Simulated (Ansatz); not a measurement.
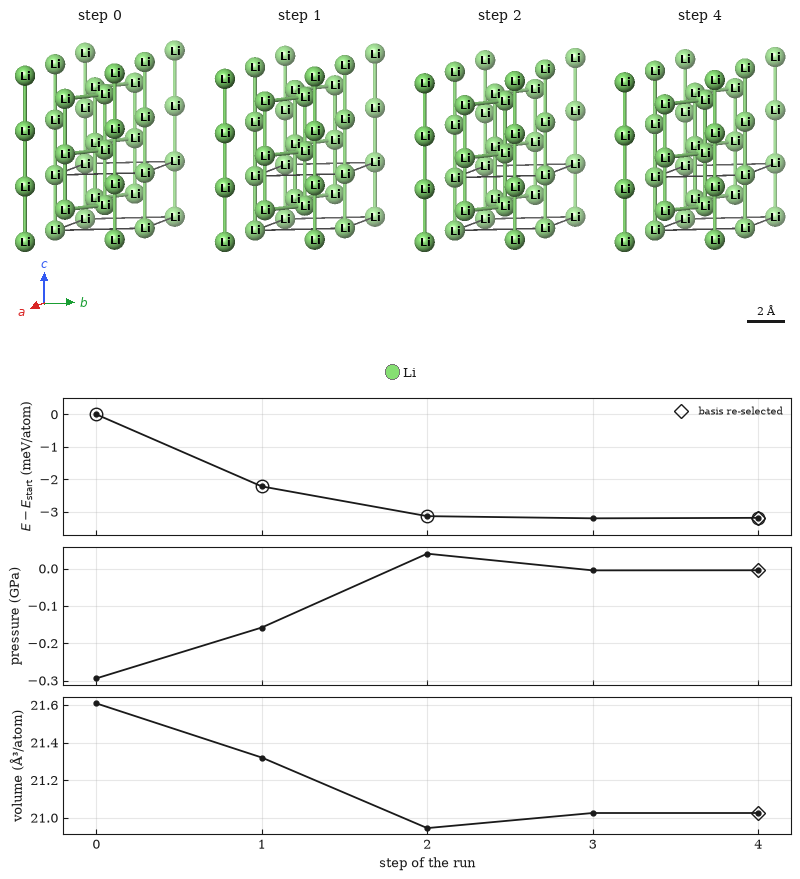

Frames of a relaxation of crystalline Li (a generated structure, set up in P6/mmm), marked on the history of the run. A ball-and-stick model of the cell of the calculation, repeated 2 × 1 × 3 with one cell outlined, seen slightly off an axis.

Phase: omega (AlB2-type).

Computed with Ansatz 0.2.0, DFT, r2SCAN, plane waves (500 eV) with PAW, scalar-relativistic. (plane-wave cutoff 500 eV; k-point mesh 7 × 7 × 10; occupations fermi dirac; smearing width 0.1 eV; no spin polarisation; cell and atoms relaxed; force threshold 0.01 eV/Å; at most 60 steps)

Q: Describe the path.

A: The energy falls by 3.2 meV per atom in 3 accepted moves (4 points after the start). All forces vanish by symmetry, so only the cell relaxes. The pressure goes from −0.29 to 0.00 GPa. The SCF was repeated once at an unchanged geometry on a basis and grid sized afresh for the cell, which shifted the energy by less than 0.05 meV per atom at most. The atoms keep their places relative to the cell (all moves are under 0.005 Å). The volume changes by −2.7 %, with a = b 4.961 → 4.992 Å (+0.6 %), c 3.041 → 2.923 Å (−3.9 %). Among the contacts that change: Li–Li 3.041 → 2.923 Å, Li–Li 2.864 → 2.882 Å. The space group stays P6/mmm (No. 191). From step 0 to 1: volume −1.3 %, energy −2.2 meV per atom. From step 1 to 2: volume −1.8 %, energy −0.9 meV per atom. From step 2 to 4: volume +0.4 %, energy −0.1 meV per atom.

```json
{"step": "0", "E − E(0), meV/atom": "0.00", "pressure, GPa": "-0.29", "volume, Å³/atom": "21.609", "note": ""}
{"step": "1", "E − E(0), meV/atom": "-2.22", "pressure, GPa": "-0.16", "volume, Å³/atom": "21.321", "note": ""}
{"step": "2", "E − E(0), meV/atom": "-3.13", "pressure, GPa": "0.04", "volume, Å³/atom": "20.945", "note": ""}
{"step": "3", "E − E(0), meV/atom": "-3.20", "pressure, GPa": "0.00", "volume, Å³/atom": "21.026", "note": ""}
{"step": "4", "E − E(0), meV/atom": "-3.18", "pressure, GPa": "0.00", "volume, Å³/atom": "21.026", "note": "same geometry, new basis"}
```
